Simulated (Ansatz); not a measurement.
# Nudged elastic band of CoSi16 (part 3 of 3)

CoSi16 (defect cell, 17 atoms in the cell); DFT PBE, scalar-relativistic, plane waves, PAW, PAW set soft_1, spin-polarised (Ansatz 0.2.0); cutoff 420 eV, 2×2×2 k-mesh, Gaussian smearing of 0.02 eV, collinear spins. The run did not end well. It belongs to a series of runs on one base structure; here: band between the two ends.

Geometry of the input (Å; fractional positions):
```
0.0000  5.4300  5.4300
5.4300  0.0000  5.4300
5.4300  5.4300  0.0000
Si -0.0030  -0.0032  0.0063
Si 0.1241  0.1239  0.1269
Si -0.0001  -0.0001  0.4976
Si 0.1211  0.1208  0.6320
Si 0.0122  0.4972  -0.0090
Si 0.1221  0.6222  0.1292
Si 0.0021  0.4991  0.5000
Si 0.1406  0.6170  0.6221
Si 0.4975  0.0121  -0.0092
Si 0.6224  0.1219  0.1291
Si 0.4993  0.0021  0.4999
Si 0.6171  0.1407  0.6220
Si 0.4953  0.4951  -0.0030
Si 0.6384  0.6383  0.0834
Si 0.5162  0.5164  0.4611
Si 0.6197  0.6195  0.6280
Co 0.7848  0.7848  0.6499
```

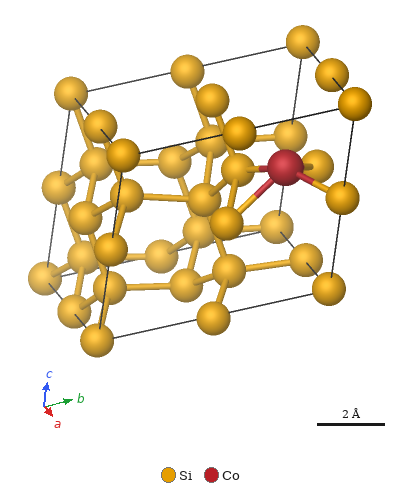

*The input geometry (ball-and-stick view of the cell of the calculation, seen slightly off an axis). An atom can appear more than once, as a periodic image.*

**The last band as extended XYZ, continued**
```
17
Lattice="0.0000 5.4300 5.4300 5.4300 0.0000 5.4300 5.4300 5.4300 0.0000" Properties=species:S:1:pos:R:3:forces:R:3 image=4 energy=-15296.54956
Si    0.0090    0.0122    0.0033    0.0031  -0.0011   0.0019
Si    1.3505    1.3503    1.3504   -0.0008   0.0000   0.0007
Si    2.6954    2.6954   -0.0306   -0.0010  -0.0008   0.0003
Si    4.0538    4.0541    1.3174   -0.0004   0.0010  -0.0001
Si    2.6972    0.0631    2.7709   -0.0007  -0.0017  -0.0007
Si    4.0000    1.4165    4.1201   -0.0012   0.0025  -0.0013
Si    5.4157    2.7174    2.7256    0.0023  -0.0001   0.0005
Si    6.7792    4.0618    4.0439   -0.0003   0.0023  -0.0009
Si    0.0605    2.6962    2.7689   -0.0001  -0.0001   0.0003
Si    1.4122    4.0023    4.1168   -0.0002   0.0006   0.0003
Si    2.7154    5.4172    2.7241    0.0006  -0.0007   0.0013
Si    4.0606    6.7787    4.0436    0.0014   0.0007  -0.0008
Si    2.8321    2.8379    5.6109    0.0011  -0.0009  -0.0002
Si    4.2228    4.2241    6.9354    0.0016   0.0020   0.0002
Si    5.4693    5.4699    5.3791   -0.0003  -0.0011   0.0004
Si    6.7966    6.7976    6.7319   -0.0034   0.0009   0.0000
Co    5.7796    5.7834    8.5272   -0.0018  -0.0036  -0.0020
```

**Outcome**

```json
{"quantity": "outcome", "value": "not converged"}
{"quantity": "barrier, forward (band not converged)", "value": "0.108 eV"}
{"quantity": "barrier, backward", "value": "0.108 eV"}
{"quantity": "wall time", "value": "6.8 min (CPU time 10 min)"}
{"quantity": "peak memory", "value": "1.3 GiB"}
```

**Diagnosis**

The run did not converge: “did not converge after 100 iterations: magnetization_residual = 1.94e-4 (threshold 1.00e-7), under the density mixer `msr1`, which `scf.mixing.algorithm: auto` chose by the deck's other keys (type `scf.mixing.algorithm: msr1` to keep it) …” Its last values are not results.
